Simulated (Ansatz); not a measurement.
AlCu

Input file:

```
crystal:
  lattice:
    - [0.0, 2.25676728, 2.25676728]
    - [2.25676728, 0.0, 2.25676728]
    - [2.25676728, 2.25676728, 0.0]
  atoms:
    - { symbol: Al, position: [0.75, 0.75, 0.75] }
    - { symbol: Cu, position: [0.0, 0.0, 0.0] }
hamiltonian:
  xc: hf
  pseudopotentials: { kind: paw }
kpoints:
  mp_grid: { grid: [5, 5, 5] }
scf:
  occupations: { method: fermi_dirac, width: 0.05 }
output:
  forces: true
  stress: true
  eigenvalues: true
  write_density: true
  write_potential: true
  elf: true
  volumetric_format: npy
relax:
  f_tol: 0.01
  max_steps: 40
  cell: { stress_tol: 0.05 }
```

Run with:

```sh
ansatz run input.yaml --threads 2 --pin off --max-ram 5632MiB --backend cpu --events-out ev --progress --plain --runs-dir out
```

Below, planes, directions and counts refer to the conventional cell (a = 5.95 Å, b = 5.95 Å, c = 5.95 Å, α = 90.00°, β = 90.00°, γ = 90.00°).

The fields are those of the run's last geometry, not of the input's.

Space group F-43m; a structure from a database of computed crystals, not necessarily the ambient phase; a generated structure, not necessarily the stable one.

Computed with Kohn-Sham DFT of a periodic cell, HF, Ansatz PAW (Ansatz 0.2.0).

Predict the valence pseudo-density and electron localisation function between the atoms.

Al–Cu (2.57 Å): the density is about 0.23 e/Å³ at the midpoint; the ELF is about 0.45 at the midpoint.

Metal or insulator at this level of theory?

It is gapless in this calculation (a metal or semimetal).

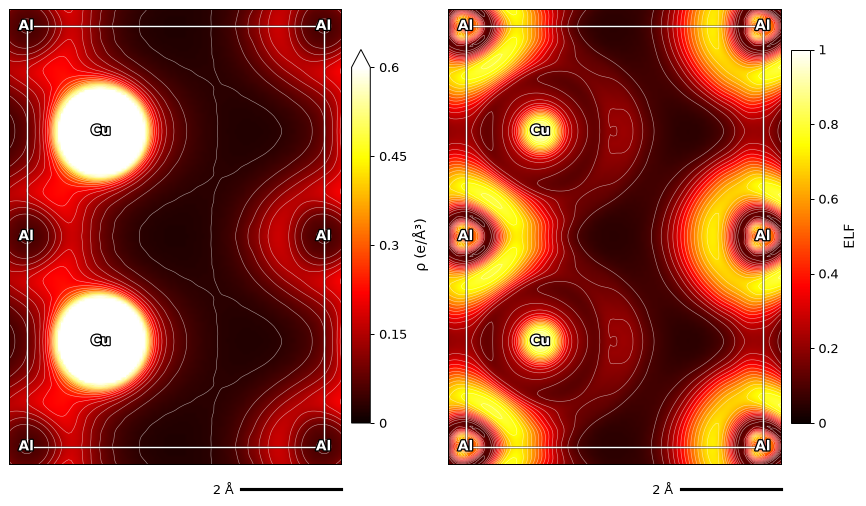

Computed valence pseudo-density and electron localisation function on the (101) plane of the conventional cell, in this order. 
